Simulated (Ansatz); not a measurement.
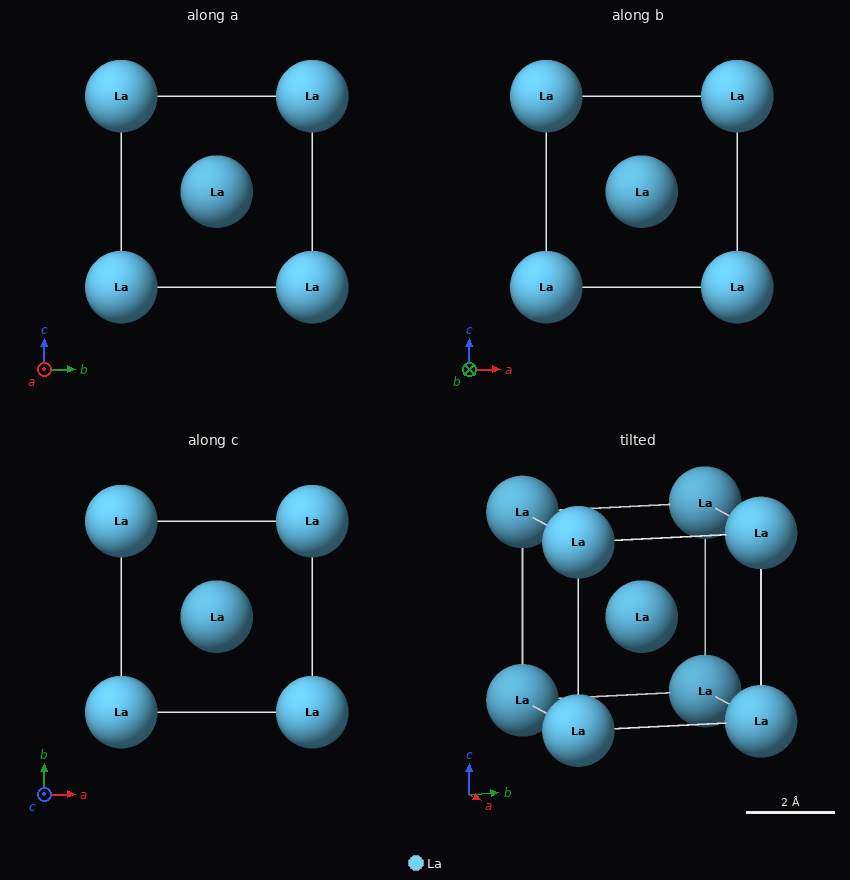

Drawn in the spheres-only manner and seen along the a axis, along the b axis, along the c axis and slightly off an axis. One conventional unit cell is framed, with atoms on its boundary repeated.

Lattice parameters: a = 4.3427 Å, b = 4.3427 Å, c = 4.3427 Å, α = 90.000°, β = 90.000°, γ = 90.000°.

Q: Write down what is shown as a CIF with its space group and independent sites.

A:
```cif
data_structure
_symmetry_space_group_name_H-M 'I m -3 m'
_symmetry_Int_Tables_number 229
_cell_length_a 4.3427
_cell_length_b 4.3427
_cell_length_c 4.3427
_cell_angle_alpha 90.000
_cell_angle_beta 90.000
_cell_angle_gamma 90.000
_cell_volume 81.90
loop_
_atom_site_label
_atom_site_type_symbol
_atom_site_symmetry_multiplicity
_atom_site_Wyckoff_symbol
_atom_site_fract_x
_atom_site_fract_y
_atom_site_fract_z
_atom_site_occupancy
La1 La 2 a 0.0000 0.0000 0.0000 1
```

Its origin is a structure type filled with this element by a generator (whether the element takes this form wasn't checked). Earlier steps of the study may have refined or changed the cell and positions. A calculation with Ansatz used it as input.
